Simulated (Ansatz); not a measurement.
# Ti: what the fields show

The calculation's input:

```
crystal:
  lattice:
    - [0.0, 2.9527808051, 2.9527808051]
    - [2.9527808051, 0.0, 2.9527808051]
    - [2.9527808051, 2.9527808051, 0.0]
  atoms:
    - { symbol: Ti, position: [0.125, 0.125, 0.125], spin: 1.595 }
    - { symbol: Ti, position: [0.875, 0.875, 0.875], spin: 1.595 }
hamiltonian:
  xc: mr2scan
  pseudopotentials:
    kind: paw
    azcp:
      Ti: "pseudopotentials/Ti.paw.azcp"
basis:
  ecutwfc: 500
  fft_grid_basis: typed
kpoints:
  mp_grid: { grid: [10, 10, 10], shift: [0, 0, 0] }
magnetization:
  spin_polarized: true
scf:
  occupations: { method: fermi_dirac, width: 0.05 }
  lower_state_search: "off"
output:
  stress: true
  write_density: true
  write_potential: true
  elf: true
  volumetric_format: npy
```

Launched as:

```sh
ansatz run input.yaml --threads 2 --pin off --max-ram 6144MiB --backend cpu --events-out ev --progress --plain --runs-dir out
```

Below, planes, directions and counts refer to the conventional cell (a = 5.91 Å, b = 5.91 Å, c = 5.91 Å, α = 90.00°, β = 90.00°, γ = 90.00°).

Space group Fd-3m; set up as Ti, diamond; a generated structure, not necessarily the stable one; changed on purpose from its base cell (volume × 0.96); spin-polarised.

Theory: Ansatz, DFT, m-r2SCAN, plane waves (500 eV) with PAW, scalar-relativistic.

Core electrons are frozen (PAW), and the valence fields are smoothed inside the atomic spheres.

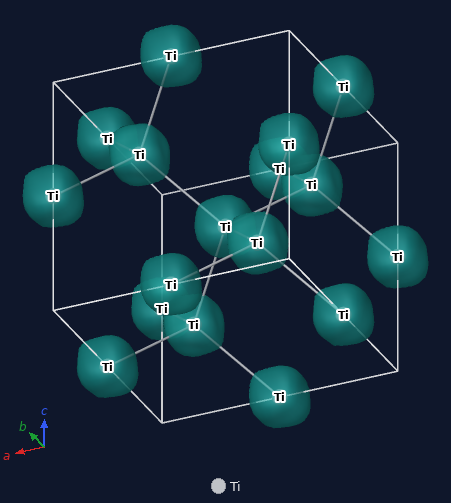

Figure 1. Isosurface of the spin density at +0.3 e/Å³ (teal), seen at an oblique angle. Sticks mark near contacts.

> Which atoms carry the moments, and with what signs?

The spin density sits on Ti: +1.5 μB (×8) in one cell of 8 atoms: parallel main moments (a ferromagnetic arrangement) in this solution. The cell of the calculation (2 atoms) carries 4.4 μB of net spin moment.

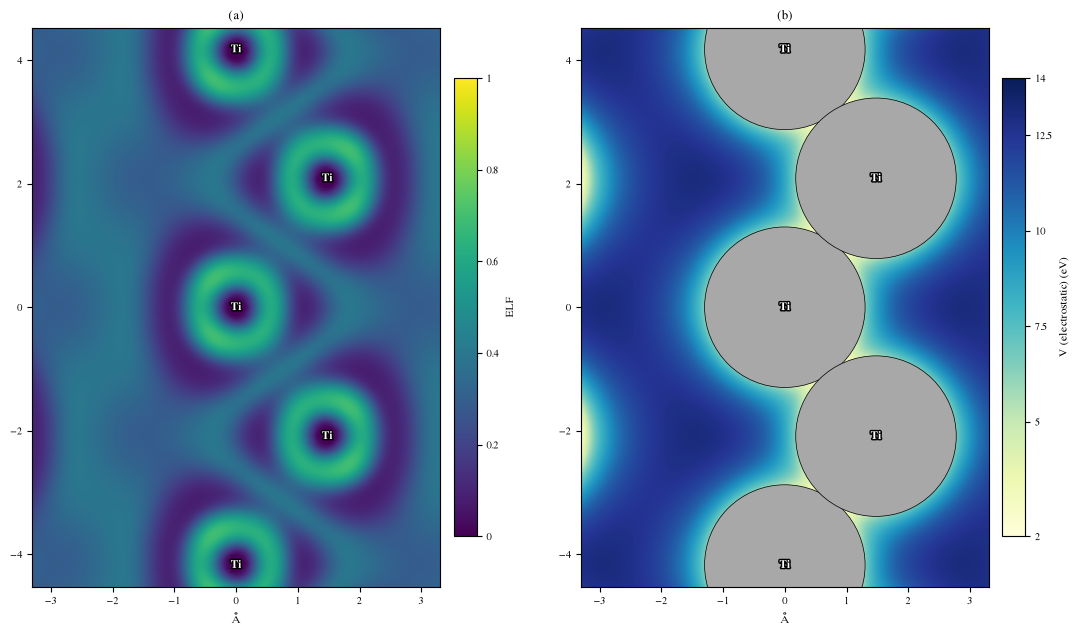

Figure 2. (a) electron localisation function; (b) electrostatic potential (local pseudopotential plus Hartree) felt by an electron on the (110) plane of the conventional cell. Grey discs cover the atomic cores in the potential map.

> What does the map show?

The plane passes through Ti nuclei. Ti–Ti (2.56 Å): the ELF is about 0.40 at the midpoint. The features right at Ti lie inside the PAW spheres, where the map follows smoothed inner orbitals and isn't to be read closely. Outside the cores the potential energy rises away from the atoms and is highest about 2.5 Å from the nearest atoms; its zero is arbitrary.

> Does the calculation give a band gap?

It is gapless in this calculation (a metal or semimetal).
